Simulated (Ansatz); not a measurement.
Input

```
crystal:
  lattice:
    - [3.5265623117, 0.0, 0.0]
    - [-1.7632811559, 3.2490346276, 0.0]
    - [0.0, 0.0, 6.5268785481]
  atoms:
    - { symbol: Pt, position: [0.0, 0.0, 0.0] }
    - { symbol: Se, position: [0.3333333333, 0.6666666667, 0.2001869949] }
    - { symbol: Se, position: [0.6666666667, 0.3333333333, 0.7998130051] }
basis:
  ecutwfc: 420
kpoints:
  mp_grid: { grid: [12, 12, 4] }
hamiltonian:
  xc: pbe
scf:
  occupations: { method: gaussian, width: 0.05 }
output:
  forces: true
  stress: true
  eigenvalues: true
  write_density: true
  write_potential: true
  elf: true
  volumetric_format: npy
```

Launched as:

```sh
ansatz run input.yaml --threads 1 --pin off --max-ram 2560MiB --backend cpu --events-out ev --progress --plain --runs-dir out
```

Below, planes, directions and counts refer to the conventional cell (a = 6.50 Å, b = 3.53 Å, c = 6.53 Å, α = 90.00°, β = 90.00°, γ = 90.00°).

Space group C2/m; changed on purpose from its base cell (strain -0.0600 x Voigt [1, 0, 0, 0, 0, 0], atoms carried along); not relaxed (largest force 1.0 eV/Å); computed pressure about 7 GPa in this cell.

Theory: DFT PBE, scalar-relativistic, plane waves, PAW in Ansatz 0.2.0.

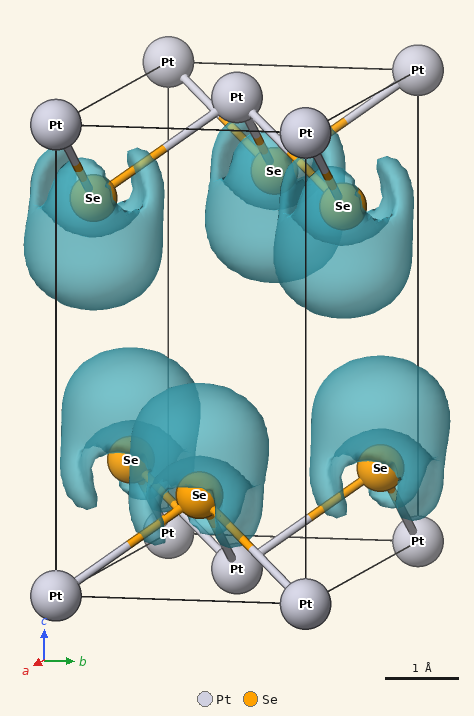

PtSe2. Isosurface of the electron localisation function at 0.75 (cyan), seen slightly off an axis. Only the valence region is drawn (cores and ρ < 0.01 e/Å³ removed). Sticks mark near contacts.

In a PAW calculation such maps are meaningful between the atoms, not at the nuclei.

Describe the localisation domains.

The surface consists of four regions wrapped around Se (the valence shell of each), counted in one cell of 6 atoms. Any copies at cell faces, edges or corners count once. Profiles from the grid: Pt–Se (2.45 Å): the ELF is about 0.50 at the midpoint. Pt–Se (2.53 Å): the ELF is about 0.50 at the midpoint.

Metal or insulator at this level of theory?

It is gapped, with a Kohn–Sham gap of 0.82 eV on the k-point mesh (the band edges may lie off the mesh, which would make the gap smaller).
